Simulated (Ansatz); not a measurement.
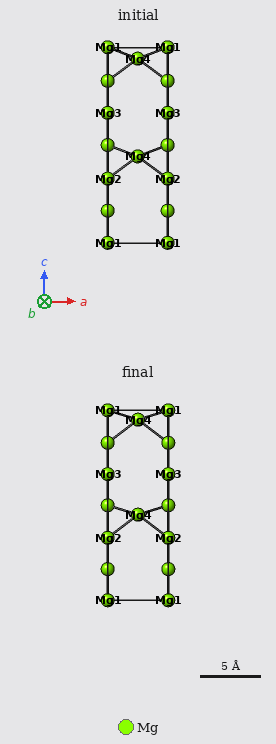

The structure of solid Mg (set up in Amm2) (coarse preliminary run) before (top) and after (bottom) a relaxation, at one scale.

The picture is a ball-and-stick view of the conventional cell (2 times the calculation's cell), seen along the b axis. Lengths and directions refer to the drawn axes.

Case: 2 of 2 Li taken out, relaxed.

Method: DFT PBE, scalar-relativistic, plane waves, PAW in Ansatz 0.2.0.

Input
```yaml
crystal:
  lattice:
    - [5.0269782937, 0.0, 0.0]
    - [0.0, 1.584245815, 8.2026677572]
    - [0.0, -1.584245815, 8.2026677572]
  atoms:
    - { symbol: Mg, position: [0.0, 0.9976076823, 0.9976076823] }
    - { symbol: Mg, position: [0.0, 0.6693538237, 0.6693538237] }
    - { symbol: Mg, position: [0.0, 0.3330516256, 0.3330516256] }
    - { symbol: Mg, position: [0.5, 0.5556867772, 0.5556867772] }
basis:
  ecutwfc: 420
kpoints:
  mp_grid: { grid: [4, 6, 6] }
hamiltonian:
  xc: pbe
scf:
  occupations: { method: gaussian, width: 0.1 }
output:
  forces: true
  stress: true
  eigenvalues: true
relax:
  adjacent_minimum: "off"
  f_tol: 0.0325
  max_steps: 70
  cell: { stress_tol: 0.24 }
```

Run as
```bash
ansatz run input.yaml --threads 2 --pin off --max-ram 5120MiB --backend cpu --events-out ev --progress --plain --runs-dir out
```

### What changed between the two?

The atom that moves furthest relative to the cell is Mg4 (0.11 Å along +c). Cell: a 5.027 → 5.086 Å (+1.2 %), b 3.168 → 3.093 Å (−2.4 %), c 16.405 → 15.936 Å (−2.9 %). Volume −4.1 %. Among the contacts that change: Mg1–Mg2 3.232 → 3.134 Å, Mg1–Mg3 3.130 → 3.041 Å, Mg1–Mg1 3.168 → 3.093 Å, Mg2–Mg3 3.118 → 3.045 Å. The space group stays Amm2 (No. 38). The energy falls by 9.7 meV per atom in 3 accepted moves (4 points after the start). Largest force component: 0.081 eV/Å at the start, 0.005 eV/Å at the end. Pressure: −0.98 GPa at the start and −0.03 GPa at the end. At 1 point the geometry stayed and the basis and grid were re-selected for the new cell (energy shift of less than 0.05 meV per atom at most each time). Cost: 22 s on 2 threads of Arm Neoverse V2, on a shared host, peak memory 0.39 GiB.
